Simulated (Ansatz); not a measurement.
Band-structure calculation, with input and output: PtS$_{2}$

System: PtS$_{2}$ (R-3m, 3 atoms in the cell).
Method: DFT, PBE, plane waves, PAW, no spin polarisation (Ansatz 0.2.0).

The structure was built on a prototype by a generator. The geometry comes from this level: r2scan-rvv10.

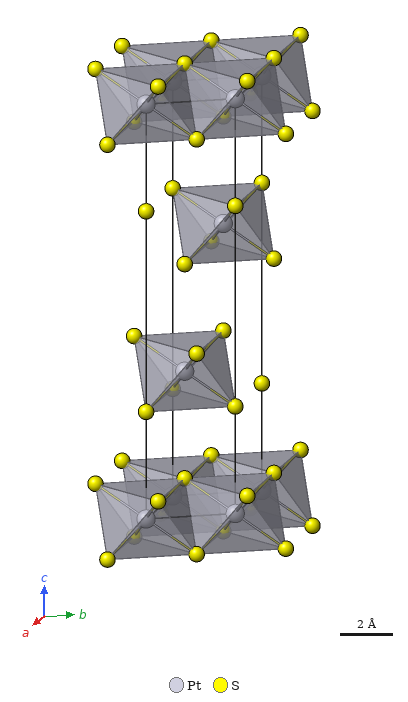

Fig. 1: The structure (polyhedral view of the cell 3 times as large as that of the calculation, set on its symmetry axes, seen slightly off an axis; polyhedra are completed across the faces of the cell). An atom can appear more than once, as a periodic image.

**Input**
```yaml
crystal:
  lattice:
    - [1.7644428793, 1.0187015713, 5.5230471123]
    - [-1.7644428793, 1.0187015713, 5.5230471123]
    - [0.0, -2.0374031427, 5.5230471123]
  atoms:
    - { symbol: Pt, position: [0.0, 0.0, 0.0] }
    - { symbol: S, position: [0.2583047974, 0.2583047974, 0.2583047974] }
    - { symbol: S, position: [0.7416952026, 0.7416952026, 0.7416952026] }
kpoints:
  mp_grid: { grid: [8, 8, 8] }
  band_path:
    path:
      - [[0.0, 0.0, 0.0], [0.5, 0.5, 0.5], [0.8106532212019, 0.1893467787981, 0.5]]
      - [[0.5, -0.1893467787981, 0.1893467787981], [0.5, -8.85143503123e-17, 1.750413906982e-17], [0.0, 0.0, 0.0], [0.344673389399, -0.344673389399, -7.867860172617e-18]]
      - [[0.655326610601, -1.063497077032e-16, 0.344673389399], [0.5, -3.567071478178e-17, 0.5], [0.0, 0.0, 0.0]]
    npoints: 10
hamiltonian:
  xc: pbe
scf:
  occupations: { method: fermi_dirac, width: 0.02 }
  n_extra_bands: 4
output:
  forces: true
  stress: true
  eigenvalues: true
  write_density: true
  write_potential: true
  elf: true
  volumetric_format: npy
```

Command:
```bash
ansatz run input.yaml --threads 2 --pin off --max-ram 2211MiB --backend cpu --events-out ev --progress --plain --runs-dir out
```

**What the program printed**
```
basis.fft_grid_basis auto: the FFT boxes are laid along the combinations [[1, -1, 0], [0, 1, 0], [0, -1, 1]] of the cell's own vectors, 3.529, 5.887 and 3.529 Å long. The dense box has 24×40×24 points. Along the cell's own vectors, as sized, it would have 40×40×40, 2.78 times as many. Of the 12 symmetry operations that the crystal satisfies within crystal.symmetry.tolerance (time reversal apart; of a slab, those that keep its plane) the dense box along the cell's own vectors carries 12, and the one as laid loses 8 of those. basis.fft_grid_basis: typed keeps the cell's own vectors: state it where this run's energies or levels are differenced outside the engine with another run's, or held beside a run that keeps those vectors. Those combinations have planes normal to reciprocal vector 3, as the cell's own vectors have. Each planar average written beside output.write_density, output.write_potential has a row for each plane of the box: 24. The volumetric files lie along those combinations, not along the cell's own vectors: a cube or XSF file states them, and fields.json those of NumPy files.
scf.n_extra_bands = 4 over 15 filled bands (N_el = 30.0): the run solves 19 bands
Engine: ansatz 0.2.0, aarch64-unknown-linux-gnu
Pseudopotentials: kind: paw
Pseudopotential: Pt, paw, valence charge 18, recommended cutoff 420 eV (normal), Pt.paw.azcp
Pseudopotential: S, paw, valence charge 6, recommended cutoff 420 eV (normal), S.paw.azcp
Functional definition: PBE
  parameter kappa = 0.804
  parameter beta = 0.06672455060314922
  exchange = pbe_x(kappa = kappa, mu = beta*pi^2/3)
  correlation = pbe_c(beta = beta)
Crystal: 3 atoms, lattice volume = 59.564 Å³
Basis set: ecut = 420 eV, 1171 PW (Γ), FFT grids on a1−a2, a2, −a2+a3, exchange–correlation on 48×80×48 points (8 copies of the dense FFT grid, shifted against one another)
Bands: 19, of which v1, the nominal top of the filled ones, is band 15 counted from 1 (14 counted from 0)
Symmetry: 12 space group operations
Space group: R-3m (ITA 166), of the structure as read, at distance tolerance 3.9e-5 Å
k-points: 65 of 512
Non-local potential: Pt, projectors of the file, l = 0: 3, l = 1: 2, l = 2: 2, l = 3: 1
Non-local potential: S, projectors of the file, l = 0: 2, l = 1: 2, l = 2: 2
PAW form: soft (Blöchl's): semilocal exchange-correlation on the pseudo side does not see the compensation charge
PAW one-centre angular grid: Pt, 590 points (default); XC on 64 Gauss nodes
PAW one-centre angular grid: S, 110 points (default); XC on 64 Gauss nodes
Initial density: superposition of atomic densities (neutral atoms: chi_scale 0, normalization atom), corrected by the library's trained network
Initial wavefunctions: pseudopotential atomic-orbital guess
Functional: x = pbe(κ = 0.804, μ = 0.2195149727645171), c = pbe(β = 0.06672455060314922)
SCF iter   1: F=—  HF=-14328.201680 eV  |F-HF|=—  |Δ(HF+E_count)|=         —  Δρ=2.59e-3  dr2=4.01e-3  ethr=1.77e-3  ⟨swp⟩=6.1  Hψ=6613  notcnv=0
preconditioner: auto → none  [insulator: Δε(μ)=1.068 eV  Ē_g=9.587 eV  σ=0.020 eV  W_gap=1.00  n_scr=16 (ndim 8)  ℏωp=22.6 eV  f_vac=0.052  D(μ)=0.00/eV (n_scr^D=0)  ε∞_Penn≈6.5]
SCF iter   2: F=—  HF=-14328.202300 eV  |F-HF|=—  |Δ(HF+E_count)|=   6.20e-4  Δρ=1.88e-3  dr2=2.39e-3  ethr=1.34e-5  ⟨swp⟩=2.2  Hψ=2727  notcnv=0
SCF iter   3: F=—  HF=-14328.202204 eV  |F-HF|=—  |Δ(HF+E_count)|=   9.68e-5  Δρ=1.06e-3  dr2=7.85e-4  ethr=7.98e-6  ⟨swp⟩=2.0  Hψ=1920  notcnv=0
SCF iter   4: F=—  HF=-14328.202239 eV  |F-HF|=—  |Δ(HF+E_count)|=   3.55e-5  Δρ=4.98e-4  dr2=1.01e-4  ethr=2.62e-6  ⟨swp⟩=1.8  Hψ=1649  notcnv=0
SCF iter   5: F=—  HF=-14328.202304 eV  |F-HF|=—  |Δ(HF+E_count)|=   6.51e-5  Δρ=1.40e-4  dr2=5.27e-6  ethr=3.38e-7  ⟨swp⟩=2.1  Hψ=1716  notcnv=0
SCF iter   6: F=—  HF=-14328.202374 eV  |F-HF|=—  |Δ(HF+E_count)|=   7.02e-5  Δρ=2.41e-5  dr2=2.01e-7  ethr=1.76e-8  ⟨swp⟩=2.0  Hψ=1870  notcnv=0
SCF iter   7: F=-14328.202375 eV  HF=-14328.202375 eV  |F-HF|=4.35e-9  |Δ(HF+E_count)|=   3.74e-7  Δρ=1.93e-6  dr2=1.55e-9  ethr=3.33e-10  ⟨swp⟩=10.1  Hψ=9451  notcnv=0
SCF 1 converged in 7 iterations: F = -14328.202375 eV  dr2 = 1.55e-9
  greatest PAW one-centre occupation: 1.000 electrons in one spin orbital (limit 2), on the Pt atom at site 0 (counted from 0), in its partial waves of l = 0
```

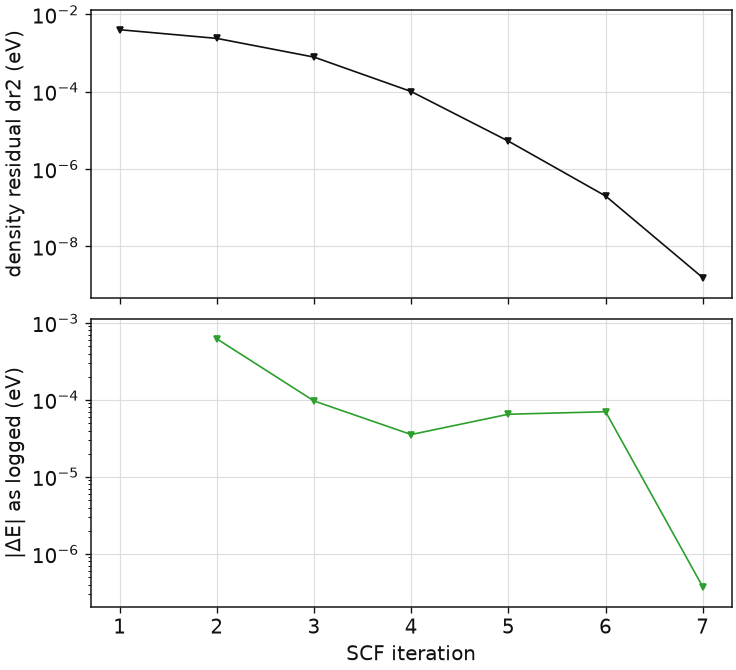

Fig. 2: Convergence of the self-consistent field: density residual dr2 and size of the energy change against the SCF iteration. The residual falls at every step.

```
NSCF: frozen V_eff on 73 k-points
SCF converged after 7 iterations
Free energy (F): -14328.202375 eV
Harris-Foulkes:  -14328.202375 eV  (|F-HF|=4.35e-9)
Internal energy: -14328.202375 eV  (E = F + TS)
E sigma→0 (E₀):  -14328.202375 eV
Fermi energy:    9.768951 eV
--- Per-component energies (eV) ---
  E_band       = -354.210428
  E_kinetic    = 850.638427
  E_local      = -3426.626355  (includes V_loc(G=0)·N_el)
  E_nonlocal   = 255.223817
  E_hartree    = 1371.062576
  E_xc         = -456.088268
  E_vxc        = -477.858839  (∫ρ·V_xc dr)
  E_paw        = -10653.909353  (= ΣΔE_a)
  E_vpaw       = -297.711248  (= ΣTr[D̂ρ^β])
  E_aug_tail   = 0.000193  (compensation charges beyond the density's cutoff)
  E_ewald      = -2268.503411
  E_smearing   = -0.000000  (= −TS)
  E_closure    = -0.000000  (closes the sum)
  Σ components = -14328.202375   (vs F -14328.202375, Δ=0.00e0)
--- Forces (eV/Å), atoms counted from 1 ---
  atom   1  Pt    -0.00000000     0.00000000     0.00000000
  atom   2  S      0.00000000     0.00000000    -0.04965391
  atom   3  S      0.00000000    -0.00000000     0.04965391
  max |Σ_I F_I| component: 9.25e-18 eV/Å
--- Stress (GPa, compression-positive) ---
        3.989696       0.000000       0.000000
        0.000000       3.989696       0.000000
        0.000000       0.000000       2.489967
  P = ⅓ Tr σ = 3.4898 GPa (34.898 kbar)
--- Band table (eV; the first three rows and the last of 65) ---
  k-point 0: bands = ["-89.7357", "-43.9568", "-43.9568", "-43.8794", "-5.4141", "-2.8965", "3.0030", "3.1993", "3.1993", "5.8865", "5.8865", "7.7276", "8.6209", "8.6209", "9.1364", "11.9824", "11.9824", "14.6571", "14.8849"]
  k-point 1: bands = ["-89.7356", "-43.9602", "-43.9577", "-43.8790", "-5.2126", "-2.9659", "3.1654", "3.3176", "3.3227", "5.5792", "5.7425", "7.2988", "8.5402", "8.7031", "9.2112", "11.1927", "11.7269", "15.4214", "15.6513"]
  k-point 2: bands = ["-89.7354", "-43.9685", "-43.9598", "-43.8779", "-4.6686", "-3.1223", "3.2983", "3.5713", "3.9679", "4.6287", "5.6104", "6.7717", "8.1334", "8.5229", "8.7913", "10.7799", "11.4633", "15.2456", "16.7892"]
  k-point 64: bands = ["-89.7357", "-43.9568", "-43.9568", "-43.8794", "-5.2379", "-3.2961", "3.2163", "3.2163", "3.8944", "5.8901", "5.8901", "7.2137", "8.2907", "8.4797", "8.4797", "12.1240", "12.1240", "15.0317", "16.4879"]
```

**File rho_z.tsv**
```
# z_ang	rho[e/angstrom^3]
# format = ansatz-planar-average/11
# lattice	1.764442879	1.018701571	5.523047112
# lattice	-1.764442879	1.018701571	5.523047112
# lattice	0.000000000	-2.037403143	5.523047112
# sites	3
# site	78	0.000000000	0.000000000	0.000000000
# site	16	0.000000000	-0.000000000	4.279888696
# site	16	0.000000000	-0.000000000	12.289252641
0.000000	9.676084e-1
0.245286	9.440175e-1
0.490571	8.725734e-1
0.735857	7.581391e-1
0.981142	6.201303e-1
1.226428	4.875643e-1
1.471714	3.844954e-1
1.716999	3.195528e-1
1.962285	2.848398e-1
2.207571	2.660564e-1
2.452856	2.542327e-1
2.698142	2.466245e-1
2.943427	2.437573e-1
3.188713	2.466245e-1
3.433999	2.542327e-1
3.679284	2.660564e-1
3.924570	2.848398e-1
4.169856	3.195528e-1
4.415141	3.844954e-1
4.660427	4.875643e-1
4.905712	6.201303e-1
5.150998	7.581391e-1
5.396284	8.725734e-1
5.641569	9.440175e-1
```

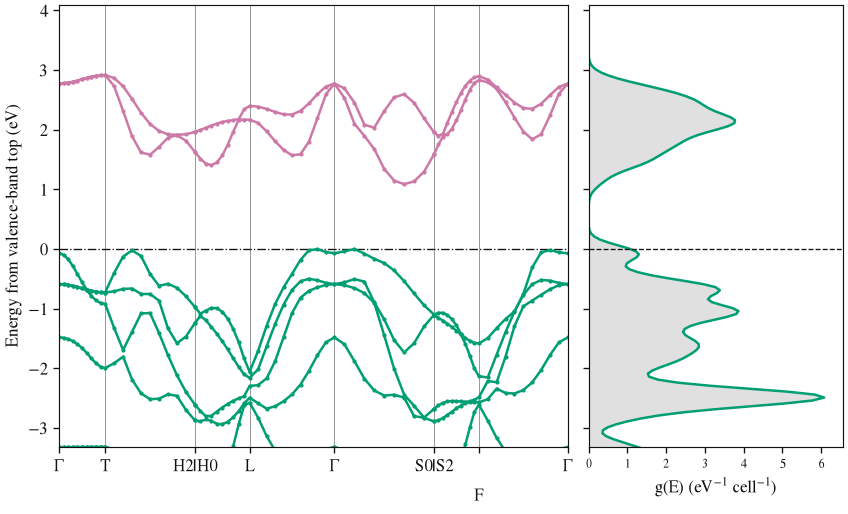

Fig. 3: Band structure along Γ–T–H2|H0–L–Γ–S0|S2–F–Γ and density of states (the curve is built from the levels of the k mesh with Gaussians 0.3 eV wide, which also blur the band edges), with energies from the valence-band top. There is a gap of 1.09 eV on this path, indirect, from between Γ and S0 to between Γ and S0.

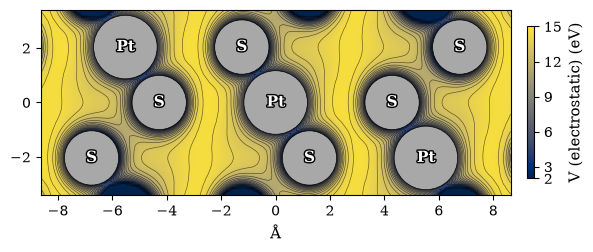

Fig. 4: Electrostatic potential energy of an electron on the (110) plane of the conventional cell. Grey discs, where drawn, cover atomic cores. Outside the cores the potential energy rises away from the atoms and is highest about 1.9 Å from the nearest atoms; outside the discs it spans about 12 eV, and its zero is arbitrary. In a PAW calculation such maps are meaningful between the atoms, not at the nuclei.

**Summary**

| quantity | value |
| --- | --- |
| outcome | converged |
| space group (tolerance 0.01 Å) | R-3m (166) |
| electrons treated | 30 |
| free energy | −14328.2024 eV |
| Fermi energy | 9.769 eV |
| gap on the k-point mesh | 1.06 eV |
| pressure | 3.49 GPa |
| largest force (length of the vector) | 0.050 eV/Å |
| hardware | 2 threads of Arm Neoverse V1, 24 GiB of memory available, shared host |
| wall time | 3.9 s (CPU time 7.5 s) |
| peak memory | 0.35 GiB |

Spin–orbit coupling is left out, which matters for Pt.
